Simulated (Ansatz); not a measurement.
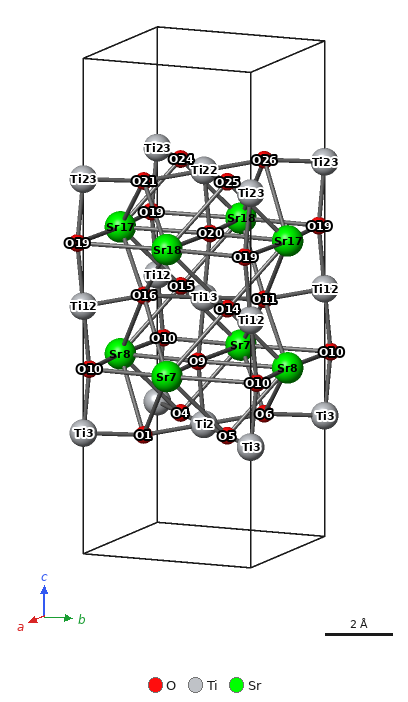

The structure as given in the input (ball-and-stick view of the cell of the calculation, with the vacuum cut short, seen slightly off an axis; atoms are numbered from 1 in the order of the input). An atom can appear more than once, as a periodic image.

**Single-point calculation of Sr2Ti3O8 (part 1 of 2)**

System: Sr2Ti3O8 (slab, 26 atoms in the cell).
Method: DFT PBEsol, scalar-relativistic, plane waves, PAW, no spin polarisation (Ansatz 0.2.0).

The structure derives from an entry of the Crystallography Open Database. It belongs to a series of runs on one base structure; here: (1 1 0) slab cut from the bulk. Figures and captions count atoms from 1; the log counts them from 0 in places.

**The input**
```yaml
crystal:
  lattice:
    - [5.5043380451, 0.0, 0.0]
    - [0.0344432879, 5.5042302799, 0.0]
    - [0.0, 0.0, 23.1424098445]
  atoms:
    - { symbol: O, position: [0.75, 0.25, 0.3240803378] }
    - { symbol: Ti, position: [0.5, 0.5, 0.3323442488] }
    - { symbol: Ti, position: [0.0, 0.0, 0.3323442488] }
    - { symbol: O, position: [0.25, 0.25, 0.3323442488] }
    - { symbol: O, position: [0.75, 0.75, 0.3323442488] }
    - { symbol: O, position: [0.25, 0.75, 0.3406081599] }
    - { symbol: Sr, position: [0.0, 0.5, 0.4161721244] }
    - { symbol: Sr, position: [0.5, 0.0, 0.4161721244] }
    - { symbol: O, position: [0.5246454743, 0.4753545257, 0.4161721244] }
    - { symbol: O, position: [0.9753545257, 0.0246454743, 0.4161721244] }
    - { symbol: O, position: [0.25, 0.75, 0.491736089] }
    - { symbol: Ti, position: [0.0, 0.0, 0.5] }
    - { symbol: Ti, position: [0.5, 0.5, 0.5] }
    - { symbol: O, position: [0.75, 0.75, 0.5] }
    - { symbol: O, position: [0.25, 0.25, 0.5] }
    - { symbol: O, position: [0.75, 0.25, 0.508263911] }
    - { symbol: Sr, position: [0.5, 0.0, 0.5838278756] }
    - { symbol: Sr, position: [0.0, 0.5, 0.5838278756] }
    - { symbol: O, position: [0.0246454743, 0.9753545257, 0.5838278756] }
    - { symbol: O, position: [0.4753545257, 0.5246454743, 0.5838278756] }
    - { symbol: O, position: [0.75, 0.25, 0.6593918401] }
    - { symbol: Ti, position: [0.5, 0.5, 0.6676557512] }
    - { symbol: Ti, position: [0.0, 0.0, 0.6676557512] }
    - { symbol: O, position: [0.25, 0.25, 0.6676557512] }
    - { symbol: O, position: [0.75, 0.75, 0.6676557512] }
    - { symbol: O, position: [0.25, 0.75, 0.6759196622] }
basis:
  ecutwfc: 420
kpoints:
  mp_grid: { grid: [5, 5, 1] }
hamiltonian:
  xc: pbesol
scf:
  occupations: { method: gaussian, width: 0.05 }
output:
  forces: true
  stress: true
  eigenvalues: true
  write_density: true
  write_potential: true
  elf: true
  volumetric_format: npy
efield:
  axis: 3
  dipole_correction: true
  ramp_width: 0.04
```

Run on 4 threads of Intel Xeon (Granite Rapids), 32 GiB of memory available, shared host.

Launch command:
```bash
ansatz run input.yaml --threads 4 --pin off --max-ram 10240MiB --backend cpu --events-out ev --progress --plain --runs-dir out
```

**Output**
```
Engine: ansatz 0.2.0, x86_64-unknown-linux-gnu
Pseudopotentials: kind: paw
Pseudopotential: O, paw, valence charge 6, recommended cutoff 420 eV (normal), O.paw.azcp
Pseudopotential: Ti, paw, valence charge 12, recommended cutoff 420 eV (normal), Ti.paw.azcp
Pseudopotential: Sr, paw, valence charge 10, recommended cutoff 420 eV (normal), Sr.paw.azcp
Functional definition: PBEsol
  exchange = pbesol_x
  correlation = pbesol_c
Crystal: 26 atoms, lattice volume = 701.149 Å³
Basis set: ecut = 420 eV, 13649 PW (Γ), exchange–correlation on 80×80×320 points (8 copies of the dense FFT grid, shifted against one another)
Bands: 130, of which v1, the nominal top of the filled ones, is band 104 counted from 1 (103 counted from 0)
Symmetry: 4 space group operations
k-points: 9 of 25
Non-local potential: O, projectors of the file, l = 0: 2, l = 1: 2, l = 2: 1
Non-local potential: Ti, projectors of the file, l = 0: 3, l = 1: 2, l = 2: 3, l = 3: 1
Non-local potential: Sr, projectors of the file, l = 0: 3, l = 1: 2, l = 2: 2
PAW form: soft (Blöchl's): semilocal exchange-correlation on the pseudo side does not see the compensation charge
PAW frozen core: O, regenerated for the run's functional, and the local potential with it (the file was generated under x = pbe(κ = 0.804, μ = 0.2195149727645171), c = pbe(β = 0.06672455060314922))
PAW frozen core: Ti, regenerated for the run's functional, and the local potential with it (the file was generated under x = pbe(κ = 0.804, μ = 0.2195149727645171), c = pbe(β = 0.06672455060314922))
PAW frozen core: Sr, regenerated for the run's functional, and the local potential with it (the file was generated under x = pbe(κ = 0.804, μ = 0.2195149727645171), c = pbe(β = 0.06672455060314922))
PAW one-centre angular grid: O, 110 points (default); XC on 64 Gauss nodes
PAW one-centre angular grid: Ti, 590 points (default); XC on 64 Gauss nodes
PAW one-centre angular grid: Sr, 110 points (default); XC on 64 Gauss nodes
Initial density: superposition of atomic densities (neutral atoms: chi_scale 0, normalization atom), corrected by the library's trained network
Initial wavefunctions: pseudopotential atomic-orbital guess
Functional: x = pbesol(κ = 0.804, μ = 0.12345679012345678), c = pbesol(β = 0.046)
SCF iter   1: F=—  HF=-37823.958680 eV  |F-HF|=—  |Δ(HF+E_count)|=         —  Δρ=1.09e-2  dr2=7.22e-1  ethr=1.77e-3  p=0.000 e·Å  D=2.63e-13 V/Å  ΔV_dip=-0.00 eV  dr2_dipole=7.52e-10  V_vac-E_F(+/−)=4.26/4.26 eV  ⟨swp⟩=7.9  Hψ=5902  notcnv=0  defer=11
efield: sawtooth ramp at fractional position 0.9800 (placed from the atoms, in the widest stretch of the axis that holds none; the zero of the levels goes with the place), width 0.0400; the density the first Hamiltonian is built on has a dipole p = 0.000 e·Å; the dipole correction subtracts the counter field D = 2.63e-13 V/Å, which shifts the + side's vacuum level by -0.00 eV against the − side's; the planar-averaged density in the ramp window peaks in size at 1.0e-5 e/Å³
preconditioner: auto → Resta (q_TF=auto, 2.228 Å⁻¹)  ε∞=3.6  [insulator: Δε(μ)=0.770 eV  Ē_g=10.819 eV  σ=0.050 eV  W_gap=1.00  n_scr=120 (ndim 8)  ℏωp=17.3 eV  f_vac=0.537  D(μ)=0.00/eV (n_scr^D=0)  ε∞_Penn≈3.6  vacuum switching on, ρ_ref=8.5e-3 e/Å³]
SCF iter   2: F=—  HF=-37823.868894 eV  |F-HF|=—  |Δ(HF+E_count)|=   8.98e-2  Δρ=7.29e-3  dr2=3.99e-1  ethr=3.47e-4  p=0.000 e·Å  D=2.73e-6 V/Å  ΔV_dip=-0.00 eV  dr2_dipole=7.93e-11  V_vac-E_F(+/−)=4.31/4.31 eV  ⟨swp⟩=2.6  Hψ=2091  notcnv=0  defer=182
SCF iter   3: F=—  HF=-37823.803196 eV  |F-HF|=—  |Δ(HF+E_count)|=   6.57e-2  Δρ=1.59e-3  dr2=1.94e-2  ethr=1.92e-4  p=0.000 e·Å  D=2.13e-6 V/Å  ΔV_dip=-0.00 eV  dr2_dipole=2.31e-11  V_vac-E_F(+/−)=4.27/4.27 eV  ⟨swp⟩=2.3  Hψ=1477  notcnv=0  defer=182
SCF iter   4: F=—  HF=-37823.800653 eV  |F-HF|=—  |Δ(HF+E_count)|=   2.54e-3  Δρ=6.59e-4  dr2=3.14e-3  ethr=9.34e-6  p=0.000 e·Å  D=1.38e-6 V/Å  ΔV_dip=-0.00 eV  dr2_dipole=2.67e-11  V_vac-E_F(+/−)=4.28/4.28 eV  ⟨swp⟩=2.0  Hψ=1691  notcnv=0  defer=182
SCF iter   5: F=—  HF=-37823.800533 eV  |F-HF|=—  |Δ(HF+E_count)|=   1.20e-4  Δρ=3.52e-4  dr2=7.27e-4  ethr=1.51e-6  p=0.000 e·Å  D=8.73e-7 V/Å  ΔV_dip=-0.00 eV  dr2_dipole=6.55e-12  V_vac-E_F(+/−)=4.27/4.27 eV  ⟨swp⟩=2.0  Hψ=1653  notcnv=0  defer=182
SCF iter   6: F=—  HF=-37823.800593 eV  |F-HF|=—  |Δ(HF+E_count)|=   5.97e-5  Δρ=8.99e-5  dr2=5.54e-5  ethr=3.49e-7  p=0.000 e·Å  D=4.43e-7 V/Å  ΔV_dip=-0.00 eV  dr2_dipole=5.20e-15  V_vac-E_F(+/−)=4.26/4.26 eV  ⟨swp⟩=2.0  Hψ=1446  notcnv=0  defer=182
SCF iter   7: F=—  HF=-37823.800237 eV  |F-HF|=—  |Δ(HF+E_count)|=   3.56e-4  Δρ=3.77e-5  dr2=8.62e-6  ethr=2.67e-8  p=0.000 e·Å  D=3.71e-7 V/Å  ΔV_dip=-0.00 eV  dr2_dipole=1.19e-12  V_vac-E_F(+/−)=4.26/4.26 eV  ⟨swp⟩=2.1  Hψ=1803  notcnv=0  defer=182
SCF iter   8: F=—  HF=-37823.800242 eV  |F-HF|=—  |Δ(HF+E_count)|=   4.95e-6  Δρ=2.18e-5  dr2=3.11e-6  ethr=4.14e-9  p=0.000 e·Å  D=1.74e-7 V/Å  ΔV_dip=-0.00 eV  dr2_dipole=1.82e-15  V_vac-E_F(+/−)=4.26/4.26 eV  ⟨swp⟩=2.0  Hψ=1668  notcnv=0  defer=182
SCF iter   9: F=—  HF=-37823.800242 eV  |F-HF|=—  |Δ(HF+E_count)|=   6.77e-7  Δρ=7.27e-6  dr2=4.05e-7  ethr=1.49e-9  p=0.000 e·Å  D=1.33e-7 V/Å  ΔV_dip=-0.00 eV  dr2_dipole=6.59e-14  V_vac-E_F(+/−)=4.26/4.26 eV  ⟨swp⟩=2.0  Hψ=1542  notcnv=0  defer=182
SCF iter  10: F=—  HF=-37823.800242 eV  |F-HF|=—  |Δ(HF+E_count)|=   1.44e-7  Δρ=3.79e-6  dr2=1.14e-7  ethr=4.81e-11  p=0.000 e·Å  D=7.72e-8 V/Å  ΔV_dip=-0.00 eV  dr2_dipole=7.52e-14  V_vac-E_F(+/−)=4.26/4.26 eV  ⟨swp⟩=22.2  Hψ=12202  notcnv=0
SCF iter  11: F=-37823.800242 eV  HF=-37823.800242 eV  |F-HF|=5.09e-9  |Δ(HF+E_count)|=   1.10e-8  Δρ=1.95e-6  dr2=2.99e-8  ethr=4.81e-11  p=0.000 e·Å  D=4.11e-8 V/Å  ΔV_dip=-0.00 eV  dr2_dipole=9.71e-14  V_vac-E_F(+/−)=4.26/4.26 eV  ⟨swp⟩=11.4  Hψ=8577  notcnv=0
SCF 1 converged in 11 iterations: F = -37823.800242 eV  dr2 = 2.99e-8
  greatest PAW one-centre occupation: 0.999 electrons in one spin orbital (limit 2), on the Ti atom at site 12 (counted from 0), in its partial waves of l = 0
```

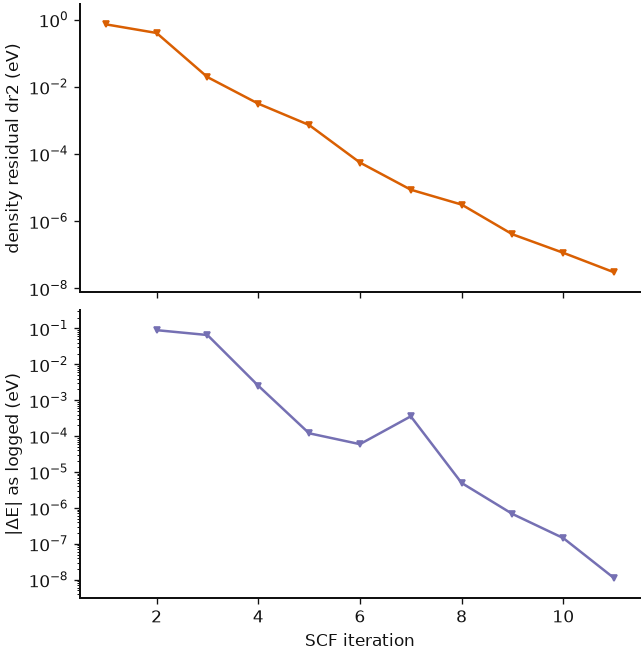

Convergence of the self-consistent field: density residual dr2 and size of the energy change against the SCF iteration. The residual falls at every step.

```
WARN: The output density's exchange-correlation potential varies sharply where the density is thin. Do not read a vacuum level from v_tot or v_xc, or from such a field of the output density. On a cell that repeats whose density bears no net charge and no dipole along the vacuum's axis use v_es (v_loc + v_h of the components); under efield.dipole_correction with no amplitude use v_es + v_field, which holds any external_charges[].barrier, or the levels of the report's work_function block, which leave it out; under a non-zero efield.amplitude the vacuum is tilted and has no level; on a cell that repeats and bears such a dipole with no correction it is tilted too, and efield.dipole_correction with no amplitude gives each side of its ramp a level where efield: is served; in a cell that repeats whose density bears a net charge (total_charge, or a fill off its count) it is curved and has none; of a slab under crystal.periodic whose density bears no net charge use v_es, which has a level on each side, short of where the two are joined; of another it falls or rises all the way out and has none; of a slab beside external_charges read slab_vacuum_level instead, which it has where they leave it neutral. The grid or the basis barely resolves most such structure, and the values can differ between equally converged runs; as a rule a tighter scf.convergence.dr2_threshold does not remove it. Where the density itself ripples (under the LDA too) a higher basis.ecutwfc lessens it. The files hold the spikes' plane waves up to the density's cutoff. Files: v_tot_of_output_density and the like, and their columns of v_z.tsv (output.write_potential); v_xc_of_output_density and the like, and their columns of v_comp_z.tsv (output.write_potential_components). Measured: with its Gaussian average of σ = 0.25 Å subtracted twice, the exchange-correlation potential is over 0.1 eV at 408 of the grid points where the equally averaged density (valence and model cores) is under 1e-3 e/Å³, and 0.220 eV at the most among them, at an averaged density of 7.1e-7 e/Å³. The input density's (outcome.potential() and, of a run that writes arrays, v_tot and v_xc) is over 0.1 eV, so measured, at 84 points of its own thin density, 0.219 eV at the most. See output.write_potential in the manual, Limitations
SCF converged after 11 iterations
Free energy (F): -37823.800242 eV
Harris-Foulkes:  -37823.800242 eV  (|F-HF|=5.09e-9)
Internal energy: -37823.800242 eV  (E = F + TS)
E sigma→0 (E₀):  -37823.800242 eV
Fermi energy:    2.173945 eV
Dipole field:    D = -0.000000 V/Å  (p = -0.000001 e·Å, saw-weighted, corrected)
Work function:   Φ+ = 4.2566 eV   Φ− = 4.2566 eV
Levels:          The Fermi level and band energies are counted from a zero that moves with the ramp; work functions are not
--- Per-component energies (eV) ---
  E_band       = -2998.510182
  E_kinetic    = 5403.382284
  E_local      = -174900.407188  (includes V_loc(G=0)·N_el)
  E_nonlocal   = 1609.200065
  E_hartree    = 84752.240288
  E_xc         = -2441.595428
  E_vxc        = -2882.996588  (∫ρ·V_xc dr)
  E_paw        = -19131.604289  (= ΣΔE_a)
  E_vpaw       = -1732.169368  (= ΣTr[D̂ρ^β])
  E_aug_tail   = 0.039856  (compensation charges beyond the density's cutoff)
  E_efield     = 0.000000  (sawtooth field / dipole correction)
  E_vefield    = 0.000000  (∫n·V_field dr)
  E_ewald      = 66883.005868
  E_core_change = 1.938302  (= ΣΔE_core)
  E_smearing   = -0.000000  (= −TS)
  E_closure    = 0.000000  (closes the sum)
  Σ components = -37823.800242   (vs F -37823.800242, Δ=0.00e0)
--- Forces (eV/Å), atoms counted from 1 ---
  atom   1  O      0.00000000    -0.00000000    -0.14179477
  atom   2  Ti     0.59979355    -0.60355856     2.03198457
  atom   3  Ti    -0.59979355     0.60355856     2.03198457
  atom   4  O      0.00000000    -0.00000000    -0.25650464
  atom   5  O     -0.00000000    -0.00000000    -0.25650464
  atom   6  O      0.00000000    -0.00000000    -0.48532266
  atom   7  Sr    -0.01186965    -0.01179561    -0.69281051
  atom   8  Sr     0.01186965     0.01179561    -0.69281051
  atom   9  O     -0.07857944     0.07907270    -0.77719069
  atom  10  O      0.07857944    -0.07907270    -0.77719069
  atom  11  O      0.00000000     0.00000000     0.05044265
  atom  12  Ti    -0.00000005     0.00000005    -0.00000038
  atom  13  Ti     0.00000005    -0.00000005    -0.00000038
  atom  14  O      0.00000000     0.00000000    -0.00000012
  atom  15  O      0.00000000    -0.00000000    -0.00000012
  atom  16  O      0.00000000    -0.00000000    -0.05044288
  atom  17  Sr    -0.01186958    -0.01179553     0.69281009
  atom  18  Sr     0.01186958     0.01179553     0.69281009
  atom  19  O     -0.07857957     0.07907283     0.77719208
  atom  20  O      0.07857957    -0.07907283     0.77719208
  atom  21  O      0.00000000     0.00000000     0.48532348
  atom  22  Ti    -0.59979359     0.60355860    -2.03198530
  atom  23  Ti     0.59979359    -0.60355860    -2.03198530
  atom  24  O      0.00000000     0.00000000     0.25650537
  atom  25  O      0.00000000     0.00000000     0.25650537
  atom  26  O      0.00000000     0.00000000     0.14179533
  max |Σ_I F_I| component: 2.08e-6 eV/Å
--- Stress (GPa, compression-positive) ---
       -3.359160      -0.012108      -0.000000
       -0.012108      -3.359008      -0.000000
       -0.000000      -0.000000      -2.613016
  P = ⅓ Tr σ = -3.1104 GPa (-31.104 kbar)
```
